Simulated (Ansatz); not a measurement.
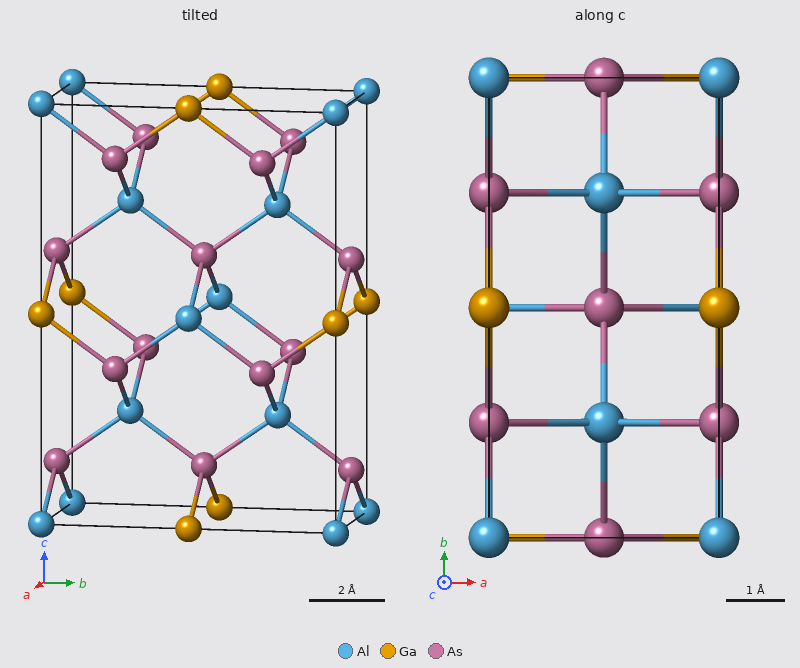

A ball-and-stick rendering, viewed slightly off an axis and along the c axis. The box is the conventional unit cell; atoms on or close to its faces, edges and corners are drawn wherever they repeat.

Al$_{3}$GaAs$_{4}$, space group Amm2 (No. 38), a = 4.016 Å, b = 8.028 Å, c = 11.342 Å, α = 90.00°, β = 90.00°, γ = 90.00°. Source of the structure: a structure type filled with these elements by a generator (whether the compound takes this form wasn't checked). Earlier steps of the study, as a rule a relaxation of our own, may have changed the cell and positions, so they can lie some per cent off the listed ones. It went into a calculation with Ansatz.

This one geometry was computed with Ansatz (DFT, plane waves, PAW) at five levels of theory: PBE0, r2SCAN, PBE, PBE with spin-orbit coupling and HSE06. It was relaxed beforehand with r2SCAN.

Question: Which level gives the highest pressure at this volume, and what does that say about its equilibrium volume?

Answer: Highest: PBE (2.1 GPa) and PBE with spin-orbit coupling (2.1 GPa), which points to the largest equilibrium volume. Lowest, with the smallest volume: PBE0 (0.2 GPa), r2SCAN (0.0 GPa) and HSE06 (0.3 GPa). Levels within 0.5 GPa of each other can't be told apart.

Question: How does the band gap change with the level of theory?

Answer: PBE with spin-orbit coupling: a gap of 1.05 eV, direct; PBE: a gap of 1.14 eV, direct; r2SCAN: a gap of 1.57 eV, direct; HSE06: a gap of 1.96 eV, direct; PBE0: a gap of 2.62 eV, direct.

Question: Collect the results in a table.

Answer:
| level | cutoff (eV) | k-mesh of the run's cell | gap (eV) | pressure (GPa) |
| --- | --- | --- | --- | --- |
| PBE0 | 420 | 4×2×2 | 2.62 | 0.2 |
| r2SCAN | 500 | 6×4×4 | 1.57 | 0.0 |
| PBE | 420 | 6×4×4 | 1.14 | 2.1 |
| PBE with spin-orbit coupling | 420 | 6×4×4 | 1.05 | 2.1 |
| HSE06 | 420 | 4×2×2 | 1.96 | 0.3 |

Gaps are taken on the k-mesh or band path of each run.
